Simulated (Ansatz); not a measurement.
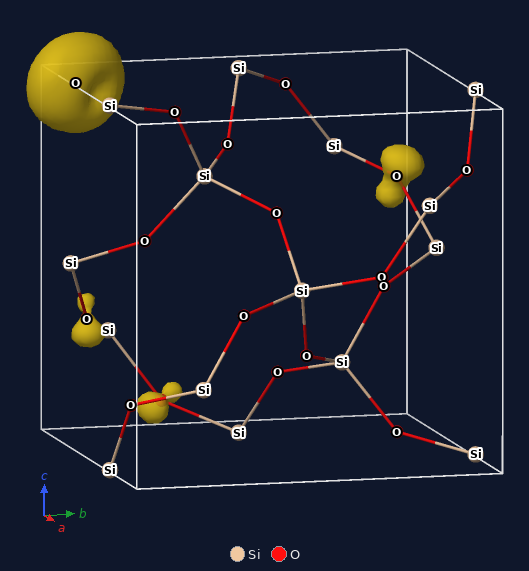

Si$_{8}$O$_{17}$ (cell with a defect). Isosurface of the spin density at +0.1 e/Å³ (yellow), seen slightly off an axis. Sticks mark near contacts.

PAW files of the earlier set (soft_1); spin-polarised.

Level of theory: DFT PBE-D3(BJ), scalar-relativistic, plane waves, PAW in Ansatz.

The density is the valence pseudo-density of a PAW calculation; it isn't the true density close to the nuclei.

```xyz
25
Lattice="-4.9028 -4.9028 0.0000 4.9028 -4.9028 0.0000 0.0000 0.0000 6.7782" Properties=species:S:1:pos:R:3 pbc="T T T"
Si    1.5350   -3.2990    6.7733
Si   -4.0047   -5.7963    1.7864
Si   -1.4519   -6.3934    3.3219
Si   -0.9394   -8.8120    5.0280
O     1.2489   -4.2935    1.2442
O    -3.0237   -6.0836    3.0492
O    -0.9524   -5.5631    4.6229
O     3.0652   -3.3984    6.2702
O    -1.2308   -7.9669    3.6690
O    -0.6392   -6.0149    1.9627
O     1.3537   -1.7651    0.4926
O     0.5578   -3.6347    5.5281
Si   -3.4325   -3.4703    0.0239
Si    0.9364   -5.8455    1.6011
Si    3.2660   -6.4896    3.4522
Si   -0.9731   -4.0401    5.1815
O    -3.9564   -4.2290    1.3657
O     1.7569   -6.2575    2.9354
O     3.6114   -5.4515    4.6439
O    -1.9145   -3.9670    6.5027
O    -1.5290   -3.1027    3.9810
O    -0.5939   -1.3168    2.2522
O     1.3552   -6.7712    0.3268
O     0.6164   -8.6978    5.4573
O    -0.9421   -1.2852    6.6828
```

Question: Describe the spin distribution.

Answer: The spin density sits on O: +1.6 μB in one cell of 25 atoms, with smaller moments on other sites: O (up to +0.10 μB): a single local moment. The cell of the calculation (25 atoms) carries 2.0 μB of net spin moment.
